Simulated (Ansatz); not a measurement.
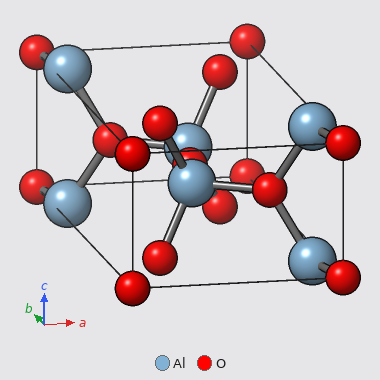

The system is Al2O3 (Pnnm, No. 58; 10 atoms in the cell); the picture shows the reference structure. 
- The cell is strained homogeneously, by one strain along x and y and another along z, with fractional coordinates fixed (x along [1 0 0], z along [0 0 1] of the conventional cell).
- First axis: strain along x and y. Second axis: strain along z.
- The scan uses a 5 × 5 grid. At 4 points there is no value.
- Points are written as (first, second).
- Energies are in meV/atom, from the lowest grid point.
- Method: DFT PBE, scalar-relativistic, plane waves, PAW (Ansatz 0.2.0). Settings: cutoff 420 eV, k-mesh 6×4×8 in the order of the run's cell vectors, gaussian smearing 0.05 eV, no spin polarisation.

Its coordinates:

```xyz
10
Lattice="4.7122 0.0000 0.0000 0.0000 9.7035 0.0000 0.0000 0.0000 3.0257" Properties=species:S:1:pos:R:3 pbc="T T T"
Al    2.0344    3.1979    1.5129
Al    2.6777    6.5057    1.5129
Al    4.3905    1.6539    0.0000
Al    0.3216    8.0496    0.0000
O     3.5556    2.2023    1.5129
O     0.0000    0.0000    0.0000
O     3.5127    7.0541    0.0000
O     1.1995    2.6494    0.0000
O     1.1566    7.5012    1.5129
O     2.3561    4.8518    1.5129
```

Range: strain along x and y from −8 to 8 %; strain along z from −8 to 8 %.

**Predict the map.**

The lowest grid point is at (0 %, 0 %). No other kind of well shows on this grid. The highest grid point, (−8 %, −8 %), lies 454 meV/atom above the lowest. Round the minimum the valley is somewhat tilted: raising strain along x and y shifts the best value of strain along z downwards (coupling k₁₂/√(k₁₁k₂₂) about 0.2). The gap on the k-mesh is 3.4 eV at the lowest point and runs from 1.6 to 4.7 eV over the map.

```csv
"strain along z ↓, strain along x and y →",−8,−4,0,4,8
8,274,102,70,140,282
4,252,–,19,–,213
0,266,59,0,48,172
−4,328,–,23,–,169
−8,454,201,103,118,216
```

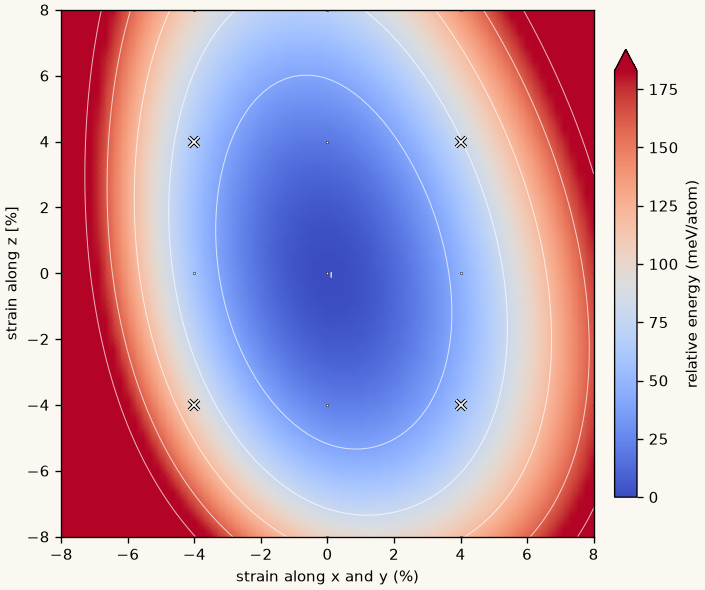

Drawn: a smooth colour map with a few white contour lines, crosses at grid points without a value, dots at the grid points, one colour for all values above the top of the scale. Between grid points the surface is interpolated.
